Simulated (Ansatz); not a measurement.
Ti8HC8 (cell with a defect)

```yaml
crystal:
  lattice:
    - [0.00000, 4.32800, 4.32800]
    - [4.32800, 0.00000, 4.32800]
    - [4.32800, 4.32800, 0.00000]
  atoms:
    - { symbol: Ti, position: [0.00241, 0.99376, 0.00143] }
    - { symbol: C, position: [0.25019, 0.25029, 0.24923] }
    - { symbol: Ti, position: [0.00150, 0.99930, 0.49917] }
    - { symbol: C, position: [0.25377, 0.24849, 0.74838] }
    - { symbol: Ti, position: [0.00224, 0.50148, 0.00133] }
    - { symbol: C, position: [0.25018, 0.74939, 0.24927] }
    - { symbol: Ti, position: [0.00240, 0.50157, 0.49365] }
    - { symbol: C, position: [0.25021, 0.74936, 0.75013] }
    - { symbol: Ti, position: [0.49992, 0.99922, 0.00095] }
    - { symbol: C, position: [0.74927, 0.24852, 0.25287] }
    - { symbol: Ti, position: [0.50004, 0.99930, 0.49916] }
    - { symbol: C, position: [0.74936, 0.24856, 0.74845] }
    - { symbol: Ti, position: [0.49470, 0.50157, 0.00141] }
    - { symbol: C, position: [0.75117, 0.74936, 0.24924] }
    - { symbol: Ti, position: [0.49993, 0.50104, 0.49910] }
    - { symbol: C, position: [0.74925, 0.75302, 0.74840] }
    - { symbol: H, position: [0.87544, 0.37417, 0.87399] }
```

Computed without spin polarisation; PAW files of the earlier set (soft_1).

Method: Ansatz 0.2.0, DFT PBE, scalar-relativistic, plane waves, PAW.

### What will maps of the valence pseudo-density and electron localisation function show?

Ti–H (1.90 Å): the density is about 0.45 e/Å³ at the midpoint; the ELF climbs to about 0.95 towards the hydrogen.
Ti–C (2.15 Å): ρ at the midpoint is about 0.53 e/Å³; the ELF peaks at about 0.80 in the valence shell of C, 0.7 Å from its nucleus, and is about 0.25 at the midpoint.
Ti–C (2.19 Å): ρ at the midpoint is about 0.49 e/Å³; the ELF peaks at about 0.80 in the valence shell of C, 0.7 Å from its nucleus, and is about 0.25 at the midpoint.

### Does the calculation make it a metal, or give it a gap?

It is metallic or semimetallic at this level of theory: no gap opens.

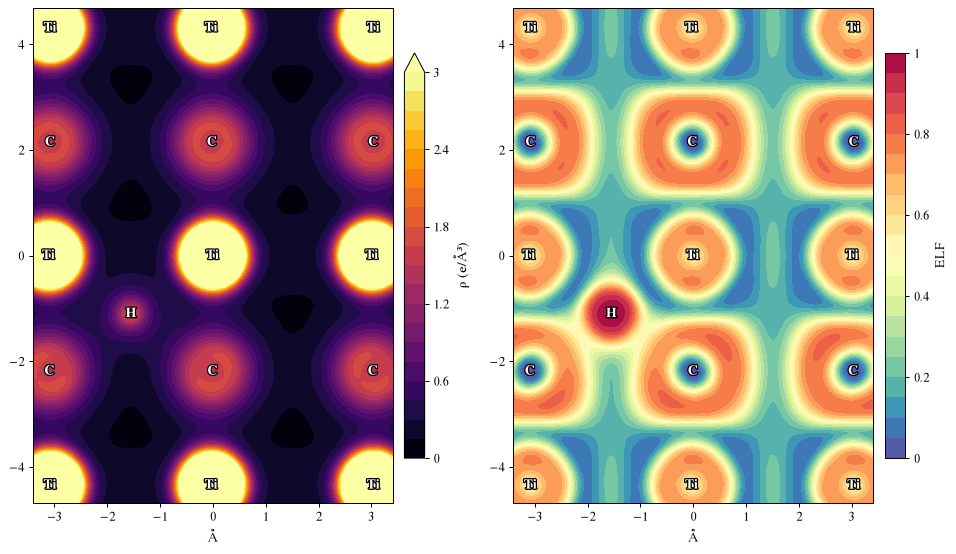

Computed valence pseudo-density and electron localisation function on the (11̄0) plane of the calculation cell, in this order. 

The density is the valence pseudo-density of a PAW calculation; it isn't the true density close to the nuclei.
